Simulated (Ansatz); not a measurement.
## Geometry relaxation, with input and output: CoO (part 2 of 2)

The same run, continued: CoO (4 atoms in the cell); DFT PBEsol, scalar-relativistic, plane waves, PAW, spin-polarised (Ansatz 0.2.0); cutoff 420 eV, 18×18×18 k-mesh, Gaussian smearing of 0.1 eV, collinear spins. The structure derives from a Materials Project entry.

Geometry of the input (Å; fractional positions):
```
1.5652  0.9037  4.9373
-1.5652  0.9037  4.9373
0.0000  -1.8074  4.9373
Co 1.0040  1.0040  1.0040
Co 0.4971  0.4971  0.4971
O  0.3719  0.3719  0.3719
O  0.8770  0.8770  0.8770
```

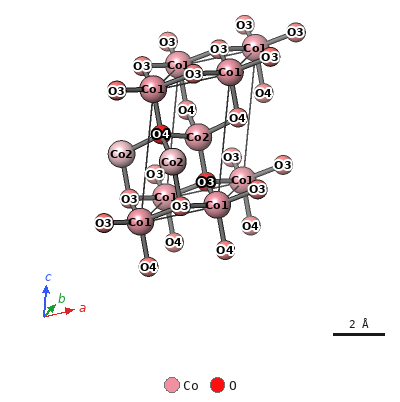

*The geometry at step 1 of the log (ball-and-stick view of the reduced cell, seen slightly off an axis; neighbours outside the cell are drawn fainter; atoms are numbered from 1 in the order of the input).*

Log, continued
```
SCF iter   1: F=—  HF=-11305.290874 eV  |F-HF|=—  |Δ(HF+E_count)|=         —  Δρ=2.49e-4 (↑2.49e-4 ↓1.24e-4)  dr2=1.79e-5  dr2_m=6.75e-6  M=0.417 μB ∫|m|=4.198 μB  β_m=0.65  ethr=3.76e-8  ⟨swp⟩=2.0  Hψ=154169  notcnv=0
preconditioner: auto → none  [metal: Δε(μ)=0.001 eV  Ē_g=11.574 eV  σ=0.100 eV  W_gap=0.00  n_scr=2 (ndim 8)  ℏωp=31.4 eV  f_vac=0.019  D(μ)=2.98/eV (n_scr^D=28)]
SCF iter   2: F=—  HF=-11305.290878 eV  |F-HF|=—  |Δ(HF+E_count)|=   3.10e-6  Δρ=1.10e-4 (↑1.10e-4 ↓8.13e-5)  dr2=1.09e-5  dr2_m=9.59e-7  M=0.417 μB ∫|m|=4.198 μB  β_m=0.41  ethr=3.76e-8  ⟨swp⟩=2.0  Hψ=51142  notcnv=0
SCF iter   3: F=—  HF=-11305.290877 eV  |F-HF|=—  |Δ(HF+E_count)|=   3.30e-7  Δρ=8.16e-5 (↑8.16e-5 ↓3.27e-5)  dr2=7.04e-7  dr2_m=7.99e-7  M=0.417 μB ∫|m|=4.198 μB  β_m=0.47  ethr=2.38e-8  ⟨swp⟩=2.0  Hψ=50185  notcnv=0
SCF iter   4: F=—  HF=-11305.290879 eV  |F-HF|=—  |Δ(HF+E_count)|=   1.33e-6  Δρ=3.42e-5 (↑2.77e-5 ↓3.42e-5)  dr2=4.41e-7  dr2_m=2.02e-7  M=0.417 μB ∫|m|=4.198 μB  β_m=0.45  ethr=1.53e-9  ⟨swp⟩=2.0  Hψ=62155  notcnv=0
SCF iter   5: F=—  HF=-11305.290879 eV  |F-HF|=—  |Δ(HF+E_count)|=   4.42e-7  Δρ=1.72e-5 (↑1.45e-5 ↓1.72e-5)  dr2=5.59e-8  dr2_m=8.19e-8  M=0.417 μB ∫|m|=4.198 μB  β_m=0.72  ethr=9.59e-10  ⟨swp⟩=2.6  Hψ=55871  notcnv=0
SCF iter   6: F=—  HF=-11305.290879 eV  |F-HF|=—  |Δ(HF+E_count)|=   3.01e-7  Δρ=2.13e-5 (↑1.40e-5 ↓2.13e-5)  dr2=1.18e-7  dr2_m=9.17e-8  M=0.417 μB ∫|m|=4.197 μB  β_m=0.71  ethr=1.22e-10  ⟨swp⟩=2.0  Hψ=62994  notcnv=0
SCF iter   7: F=-11305.290879 eV  HF=-11305.290879 eV  |F-HF|=3.24e-8  |Δ(HF+E_count)|=   8.08e-9  Δρ=5.43e-6 (↑5.43e-6 ↓5.28e-6)  dr2=3.74e-8  dr2_m=2.73e-9  M=0.417 μB ∫|m|=4.197 μB  ethr=1.22e-10  ⟨swp⟩=5.0  Hψ=199973  notcnv=0
SCF 2 converged in 7 iterations: F = -11305.290879 eV  dr2 = 3.74e-8
[... from here on the iterations of each SCF are left out, up to the last one ...]
relax step   2: F+E_penalty+E_count = -11305.29087922 eV  Δ(F+E_penalty+E_count) = -1.740e-4 eV  max|allowed force component| = 3.865e-2 eV/Å  Δτ_max = 0.0010 Å  P = -0.114 GPa  Ω = 41.882 Å³  energy of the carried Pulay correction = +9.619e-5 eV  (7 SCF iters, dr2 threshold 2.40e-7 eV, accepted)
Crystal: 4 atoms, lattice volume = 41.861 Å³
preconditioner: auto → none  [metal: Δε(μ)=0.004 eV  Ē_g=11.578 eV  σ=0.100 eV  W_gap=0.02  n_scr=2 (ndim 8)  ℏωp=31.4 eV  f_vac=0.019  D(μ)=2.99/eV (n_scr^D=28)]
SCF 3 converged in 9 iterations: F = -11305.291100 eV  dr2 = 3.99e-8
relax step   3: F+E_penalty+E_count = -11305.29109990 eV  Δ(F+E_penalty+E_count) = -2.207e-4 eV  max|allowed force component| = 7.537e-3 eV/Å  Δτ_max = 0.0037 Å  P = +0.076 GPa  Ω = 41.861 Å³  energy of the carried Pulay correction = +1.950e-4 eV  (9 SCF iters, dr2 threshold 1.03e-7 eV, accepted)
Crystal: 4 atoms, lattice volume = 41.935 Å³
preconditioner: auto → none  [metal: Δε(μ)=0.000 eV  Ē_g=11.568 eV  σ=0.100 eV  W_gap=0.00  n_scr=2 (ndim 8)  ℏωp=31.4 eV  f_vac=0.019  D(μ)=3.08/eV (n_scr^D=28)]
SCF 4 converged in 12 iterations: F = -11305.289574 eV  dr2 = 2.42e-9
relax step   4: F+E_penalty+E_count = -11305.28957375 eV  Δ(F+E_penalty+E_count) = +1.526e-3 eV  max|allowed force component| = 1.361e-1 eV/Å  Δτ_max = 0.0154 Å  P = +0.165 GPa  Ω = 41.935 Å³  energy of the carried Pulay correction = -1.510e-4 eV  (12 SCF iters, dr2 threshold 2.13e-8 eV, rejected (line search))
Crystal: 4 atoms, lattice volume = 41.902 Å³
preconditioner: auto → none  [metal: Δε(μ)=0.002 eV  Ē_g=11.572 eV  σ=0.100 eV  W_gap=0.01  n_scr=2 (ndim 8)  ℏωp=31.4 eV  f_vac=0.019  D(μ)=2.92/eV (n_scr^D=28)]
SCF 5 converged in 15 iterations: F = -11305.290955 eV  dr2 = 2.45e-11
relax step   5: F+E_penalty+E_count = -11305.29095460 eV  Δ(F+E_penalty+E_count) = +1.453e-4 eV  max|allowed force component| = 4.942e-3 eV/Å  Δτ_max = 0.0032 Å  P = +0.040 GPa  Ω = 41.902 Å³  energy of the carried Pulay correction = +3.176e-6 eV  (15 SCF iters, accepted)
Crystal: 4 atoms, lattice volume = 41.917 Å³
preconditioner: auto → none  [metal: Δε(μ)=0.000 eV  Ē_g=11.570 eV  σ=0.100 eV  W_gap=0.00  n_scr=2 (ndim 8)  ℏωp=31.4 eV  f_vac=0.019  D(μ)=2.96/eV (n_scr^D=28)]
SCF 6 converged in 8 iterations: F = -11305.290889 eV  dr2 = 8.07e-9
relax step   6: F+E_penalty+E_count = -11305.29088874 eV  Δ(F+E_penalty+E_count) = +6.586e-5 eV  max|allowed force component| = 7.704e-4 eV/Å  Δτ_max = 0.0003 Å  P = -0.000 GPa  Ω = 41.917 Å³  energy of the carried Pulay correction = -6.668e-5 eV  (8 SCF iters, dr2 threshold 1.06e-8 eV, accepted)
Initial wavefunctions: pseudopotential atomic-orbital guess (no wavefunctions were taken with the density)
iter 1 solved again at ethr=6.28e-8 eV; its pass at ethr=3.10e-3 eV (dr2=2.89e-5 eV) is discarded
SCF iter   1: F=—  HF=-11305.290947 eV  |F-HF|=—  |Δ(HF+E_count)|=         —  Δρ=4.21e-6 (↑4.21e-6 ↓3.88e-6)  dr2=3.85e-9  dr2_m=1.58e-9  M=0.384 μB ∫|m|=4.232 μB  β_m=0.65  ethr=6.28e-8  ⟨swp⟩=3.3  Hψ=227967  notcnv=0
eigensolver tolerance schedule: the retry pair's looser diagonalisation over-reported the residual by 7495.51 of it (diagonalisation noise at 0.18 of the residual, at the tolerance the schedule requests for it); recorded, not acted on — ethr = c·dr2/N_el stays at c = 1.0e-1
preconditioner: auto → none  [metal: Δε(μ)=0.001 eV  Ē_g=11.570 eV  σ=0.100 eV  W_gap=0.00  n_scr=2 (ndim 8)  ℏωp=31.4 eV  f_vac=0.019  D(μ)=2.96/eV (n_scr^D=28)]
SCF iter   2: F=—  HF=-11305.290946 eV  |F-HF|=—  |Δ(HF+E_count)|=   6.05e-7  Δρ=1.91e-6 (↑1.91e-6 ↓1.63e-6)  dr2=1.92e-9  dr2_m=2.98e-10  M=0.384 μB ∫|m|=4.232 μB  β_m=0.42  ethr=8.38e-12  ⟨swp⟩=3.3  Hψ=81657  notcnv=0
SCF iter   3: F=—  HF=-11305.290946 eV  |F-HF|=—  |Δ(HF+E_count)|=   1.23e-9  Δρ=1.22e-6 (↑1.18e-6 ↓1.22e-6)  dr2=2.24e-10  dr2_m=2.09e-10  M=0.384 μB ∫|m|=4.232 μB  β_m=0.58  ethr=4.18e-12  ⟨swp⟩=2.0  Hψ=52821  notcnv=0
SCF iter   4: F=—  HF=-11305.290946 eV  |F-HF|=—  |Δ(HF+E_count)|=  8.28e-10  Δρ=1.01e-6 (↑1.01e-6 ↓8.83e-7)  dr2=1.62e-10  dr2_m=2.56e-10  M=0.384 μB ∫|m|=4.232 μB  β_m=0.79  ethr=1.00e-12  ⟨swp⟩=2.0  Hψ=42179  notcnv=0
SCF iter   5: F=—  HF=-11305.290946 eV  |F-HF|=—  |Δ(HF+E_count)|=  8.20e-10  Δρ=9.56e-7 (↑9.56e-7 ↓6.49e-7)  dr2=2.47e-10  dr2_m=1.64e-10  M=0.384 μB ∫|m|=4.232 μB  β_m=0.66  ethr=1.00e-12  ⟨swp⟩=2.0  Hψ=59874  notcnv=0
SCF iter   6: F=—  HF=-11305.290946 eV  |F-HF|=—  |Δ(HF+E_count)|=  3.27e-11  Δρ=3.84e-7 (↑2.54e-7 ↓3.84e-7)  dr2=3.51e-11  dr2_m=2.75e-11  M=0.384 μB ∫|m|=4.232 μB  β_m=0.58  ethr=1.00e-12  ⟨swp⟩=2.1  Hψ=54090  notcnv=0
SCF iter   7: F=—  HF=-11305.290946 eV  |F-HF|=—  |Δ(HF+E_count)|=  5.46e-12  Δρ=1.77e-7 (↑1.77e-7 ↓8.21e-8)  dr2=6.47e-12  dr2_m=5.48e-12  M=0.384 μB ∫|m|=4.232 μB  β_m=0.57  ethr=1.00e-12  ⟨swp⟩=1.2  Hψ=36265  notcnv=0
SCF iter   8: F=—  HF=-11305.290946 eV  |F-HF|=—  |Δ(HF+E_count)|=  3.64e-12  Δρ=7.91e-8 (↑5.10e-8 ↓7.91e-8)  dr2=9.10e-13  dr2_m=1.35e-12  M=0.384 μB ∫|m|=4.232 μB  β_m=0.78  ethr=1.00e-12  ⟨swp⟩=1.0  Hψ=35960  notcnv=0
SCF iter   9: F=—  HF=-11305.290946 eV  |F-HF|=—  |Δ(HF+E_count)|=  1.09e-11  Δρ=2.33e-7 (↑1.20e-7 ↓2.33e-7)  dr2=5.19e-11  dr2_m=1.99e-12  M=0.384 μB ∫|m|=4.232 μB  β_m=0.73  ethr=1.00e-12  ⟨swp⟩=1.0  Hψ=35960  notcnv=0
SCF iter  10: F=-11305.290946 eV  HF=-11305.290946 eV  |F-HF|=7.28e-12  |Δ(HF+E_count)|=  5.46e-12  Δρ=1.01e-7 (↑4.07e-8 ↓1.01e-7)  dr2=7.43e-12  dr2_m=4.86e-13  M=0.384 μB ∫|m|=4.232 μB  ethr=1.00e-12  ⟨swp⟩=3.0  Hψ=128003  notcnv=0
SCF 7 converged in 10 iterations: F = -11305.290946 eV  dr2 = 7.43e-12
relax step   7: F+E_penalty+E_count = -11305.29094605 eV  Δ(F+E_penalty+E_count) = -5.731e-5 eV  max|allowed force component| = 8.035e-4 eV/Å  Δτ_max = 0.0000 Å  P = +0.002 GPa  Ω = 41.917 Å³  stress off target by 2.03e-3 GPa  SCF on the basis re-selected at this cell (its energy is not comparable with the rows above)  (10 SCF iters)
basis re-selected at this cell: Δ(F+E_penalty+E_count) = -5.731e-5 eV, ΔP = +0.002 GPa vs the last step (what re-selecting the basis moved, of the pressure what is left beyond the Pulay correction that the steps carried, after the strain that the cell walked since its last selection, with what the two solves' SCF thresholds leave and, on support functions, any second-order correction that the steps lacked; it is no measure of the basis error at this ecutwfc). This SCF's stress stands 2.03e-3 GPa from its target on what of the cell is left free (relax.cell.stress_tol is 5.00e-2 GPa) and its largest allowed force component is 8.03e-4 eV/Å (relax.f_tol is 5.00e-3 eV/Å): within both
SCF converged after 10 iterations
Magnetization: 0.3837 μB (23.1919 up, 22.8081 down)
Absolute magnetization: 4.2317 μB (∫|ρ↑−ρ↓|, with the PAW one-centre terms)
Spin contamination: 1.8482 ħ² per cell (⟨S²⟩ above its minimum at these occupations)
Per-site moments (μB) at R_I (Å): [(-1.6284049655327746, 0.7739245504923555), (1.9046582562641543, 0.7642956721008302), (-0.0946290223569682, 0.7642956721008302), (0.15884593651223347, 0.7739245504923555)]
Free energy (F): -11305.290946 eV
Harris-Foulkes:  -11305.290946 eV  (|F-HF|=7.28e-12)
Internal energy: -11305.276156 eV  (E = F + TS)
E sigma→0 (E₀):  -11305.283551 eV
Entropy (-TS):   -0.014790 eV (-3.698 meV/atom)
Fermi energy:    12.606657 eV
--- Per-component energies (eV) ---
  E_band       = -683.051162
  E_kinetic    = 1243.392978
  E_local      = -7503.252290  (includes V_loc(G=0)·N_el)
  E_nonlocal   = 1026.218257
  E_hartree    = 3094.973469
  E_xc         = -454.736675
  E_vxc        = -587.541117  (∫ρ·V_xc dr)
  E_paw        = -3274.961991  (= ΣΔE_a)
  E_vpaw       = -1051.820786  (= ΣTr[D̂ρ^β])
  E_aug_tail   = 0.004784  (compensation charges beyond the density's cutoff)
  E_ewald      = -5437.362102
  E_core_change = 0.447414  (= ΣΔE_core)
  E_smearing   = -0.014790  (= −TS)
  E_closure    = -0.000000  (closes the sum)
  Σ components = -11305.290946   (vs F -11305.290946, Δ=0.00e0)
--- Forces (eV/Å), atoms counted from 1 ---
  atom   1  Co    -0.00000000    -0.00000000    -0.00013206
  atom   2  Co     0.00000000    -0.00000000    -0.00066823
  atom   3  O     -0.00000000     0.00000000     0.00080292
  atom   4  O     -0.00000000     0.00000000    -0.00000478
  max |Σ_I F_I| component: 2.14e-6 eV/Å
--- Stress (GPa, compression-positive) ---
        0.002032      -0.000000       0.000000
       -0.000000       0.002032      -0.000000
        0.000000      -0.000000       0.001705
  P = ⅓ Tr σ = 0.0019 GPa (0.019 kbar)
--- Band table (eV; the first three rows and the last of 1160) ---
  k-point 0 ↑: bands = ["-83.7321", "-81.4229", "-47.3754", "-47.0454", "-47.0454", "-45.0027", "-44.8522", "-44.8522", "-8.2113", "-7.2973", "4.9152", "6.0584", "6.0584", "6.0731", "6.4415", "6.4415", "10.3447", "10.3447", "10.7277", "11.5876", "11.5876", "12.4161", "12.4161", "12.7700", "14.2184", "14.6185", "14.6185", "18.4624", "20.3314", "26.3338", "26.3338"]
  k-point 1 ↑: bands = ["-83.7320", "-81.4229", "-47.3753", "-47.0461", "-47.0456", "-45.0026", "-44.8530", "-44.8524", "-8.1917", "-7.2896", "4.9452", "5.9982", "6.0684", "6.0859", "6.4123", "6.4545", "10.3303", "10.3419", "10.7034", "11.5684", "11.5803", "12.3333", "12.4180", "12.9219", "14.2108", "14.5677", "14.5875", "18.5889", "20.3333", "26.0339", "26.3553"]
  k-point 2 ↑: bands = ["-83.7319", "-81.4227", "-47.3751", "-47.0479", "-47.0461", "-45.0024", "-44.8554", "-44.8530", "-8.1346", "-7.2678", "5.0321", "5.8433", "6.0972", "6.1149", "6.3310", "6.4920", "10.2779", "10.3353", "10.6328", "11.5182", "11.5670", "12.1893", "12.4188", "13.2410", "14.1927", "14.4472", "14.4965", "18.9437", "20.3389", "25.3645", "26.1095"]
  k-point 579 ↓: bands = ["-83.5021", "-81.2790", "-46.9862", "-46.9082", "-46.9082", "-44.9223", "-44.6763", "-44.6763", "-8.1242", "-7.2938", "5.1148", "5.5890", "5.6557", "5.6557", "7.1156", "7.1156", "10.3847", "10.3847", "11.4804", "11.4804", "11.6731", "13.0976", "13.0976", "13.3153", "14.4733", "14.4733", "15.3502", "15.7811", "23.3494", "23.8164", "26.8016"]
--- Relaxed structure (6 steps of the walk, 5 accepted, 1 SCFs on fresh bases) ---
  F+E_penalty+E_count = -11305.29094605 eV   max|allowed force component| = 8.035e-4 eV/Å   (the final SCF, on the basis selected at the relaxed cell)
  cell:  # Å, volume = 41.9172 Å³
    - [1.5649150764354987, 0.9035041406389392, 4.941056196717748]
    - [-1.5649150764354987, 0.9035041406389392, 4.941056196717748]
    - [-8.103015949505586e-34, -1.8070082812778778, 4.941056196717748]
  atoms:
    - { symbol: Co, position: [1.0034197938639289, 1.0034197938639289, 1.0034197938639287] }
    - { symbol: Co, position: [0.497363336230657, 0.497363336230657, 0.4973633362306569] }
    - { symbol: O, position: [0.3723672544750656, 0.3723672544750656, 0.3723672544750656] }
    - { symbol: O, position: [0.876848965430349, 0.876848965430349, 0.876848965430349] }
--- Löwdin populations: 4 sites ---
  site symbol       q [e]    m [muB]
     0     Co     16.0333    -1.7429
     1     Co     16.0088     2.0419
     2      O      6.7870    -0.1424
     3      O      6.8312     0.2263
  spilling = 0.007387 (of n_electrons = 46.000000)
```

File populations.tsv
```
# site	symbol	l	j	q_up	q_dn
# orbitals = lowdin
# n_electrons = 46.000000
# spilling = 0.007387
0	Co	0_3S	-	0.995441	0.995213
0	Co	0_4S	-	0.224290	0.233408
0	Co	1_3P	-	2.997586	2.998397
0	Co	2_3D	-	2.927844	4.661089
1	Co	0_3S	-	0.995574	0.995821
1	Co	0_4S	-	0.238978	0.232243
1	Co	1_3P	-	2.998660	2.997725
1	Co	2_3D	-	4.792160	2.757636
2	O	0_2S	-	0.885470	0.906288
2	O	1_2P	-	2.436809	2.558424
3	O	0_2S	-	0.914774	0.892300
3	O	1_2P	-	2.613976	2.410100
```

Trajectory as extended XYZ (Å, eV, eV/Å), 7 frames, from step=1 to step=7
```
4
Lattice="1.5652 0.9037 4.9373 -1.5652 0.9037 4.9373 0.0000 -1.8074 4.9373" Properties=species:S:1:pos:R:3:forces:R:3 step=1 energy=-11305.29070 pressure_GPa=-0.22
Co    0.0000    0.0000   14.8707    0.0000   0.0000  -0.0475
Co    0.0000    0.0000    7.3633    0.0000   0.0000  -0.0048
O     0.0000    0.0000    5.5091    0.0000   0.0000   0.0345
O     0.0000    0.0000   12.9897    0.0000   0.0000   0.0179
4
Lattice="1.5648 0.9034 4.9378 -1.5648 0.9034 4.9378 0.0000 -1.8069 4.9378" Properties=species:S:1:pos:R:3:forces:R:3 step=2 energy=-11305.29088 pressure_GPa=-0.11
Co    0.0000    0.0000   14.8713    0.0000   0.0000  -0.0387
Co    0.0000    0.0000    7.3641    0.0000   0.0000  -0.0032
O     0.0000    0.0000    5.5104    0.0000   0.0000   0.0278
O     0.0000    0.0000   12.9911    0.0000   0.0000   0.0140
4
Lattice="1.5640 0.9030 4.9403 -1.5640 0.9030 4.9403 0.0000 -1.8059 4.9403" Properties=species:S:1:pos:R:3:forces:R:3 step=3 energy=-11305.29110 pressure_GPa=0.08
Co    0.0000    0.0000   14.8749    0.0000   0.0000  -0.0075
Co    0.0000    0.0000    7.3684    0.0000   0.0000   0.0057
O     0.0000    0.0000    5.5160    0.0000   0.0000   0.0065
O     0.0000    0.0000   12.9978    0.0000   0.0000  -0.0046
4
Lattice="1.5644 0.9032 4.9466 -1.5644 0.9032 4.9466 0.0000 -1.8064 4.9466" Properties=species:S:1:pos:R:3:forces:R:3 step=4 energy=-11305.28957 pressure_GPa=0.16 accepted=F
Co    0.0000    0.0000   14.8831    0.0000   0.0000  -0.0442
Co    0.0000    0.0000    7.3933    0.0000   0.0000  -0.1361
O     0.0000    0.0000    5.5308    0.0000   0.0000   0.0717
O     0.0000    0.0000   13.0026    0.0000   0.0000   0.1086
4
Lattice="1.5646 0.9033 4.9413 -1.5646 0.9033 4.9413 0.0000 -1.8066 4.9413" Properties=species:S:1:pos:R:3:forces:R:3 step=5 energy=-11305.29096 pressure_GPa=0.04
Co    0.0000    0.0000   14.8750    0.0000   0.0000  -0.0023
Co    0.0000    0.0000    7.3728    0.0000   0.0000  -0.0049
O     0.0000    0.0000    5.5197    0.0000   0.0000   0.0035
O     0.0000    0.0000   12.9984    0.0000   0.0000   0.0037
4
Lattice="1.5649 0.9035 4.9411 -1.5649 0.9035 4.9411 0.0000 -1.8070 4.9411" Properties=species:S:1:pos:R:3:forces:R:3 step=6 energy=-11305.29089 pressure_GPa=-0.00
Co    0.0000    0.0000   14.8739    0.0000   0.0000  -0.0001
Co    0.0000    0.0000    7.3725    0.0000   0.0000  -0.0007
O     0.0000    0.0000    5.5197    0.0000   0.0000   0.0008
O     0.0000    0.0000   12.9977    0.0000   0.0000   0.0000
4
Lattice="1.5649 0.9035 4.9411 -1.5649 0.9035 4.9411 0.0000 -1.8070 4.9411" Properties=species:S:1:pos:R:3:forces:R:3 step=7 energy=-11305.29095 pressure_GPa=0.00
Co    0.0000    0.0000   14.8739    0.0000   0.0000  -0.0001
Co    0.0000    0.0000    7.3725    0.0000   0.0000  -0.0007
O     0.0000    0.0000    5.5197    0.0000   0.0000   0.0008
O     0.0000    0.0000   12.9977    0.0000   0.0000   0.0000
```

Results in brief

| quantity | value |
| --- | --- |
| outcome | converged |
| space group (tolerance 0.01 Å) | R3m (160) |
| electrons treated | 46 |
| free energy | −11305.2909 eV |
| Fermi energy | 12.607 eV |
| gap on the k-point mesh | none (metallic) |
| net moment of the cell | 0.38 μB |
| integrated absolute moment | 4.23 μB |
| pressure | 0.00 GPa |
| final volume | 41.92 Å³ |
| largest force (length of the vector) at the end | 0.001 eV/Å |
| final cell | a = 5.261 Å, b = 5.261 Å, c = 5.261 Å, α = 34.61°, β = 34.61°, γ = 34.61° |
| hardware | 1 thread of Intel Xeon @ 2.90GHz (Ice Lake), 32 GiB of memory available, shared host |
| wall time | 24 min |
| peak memory | 1.6 GiB |
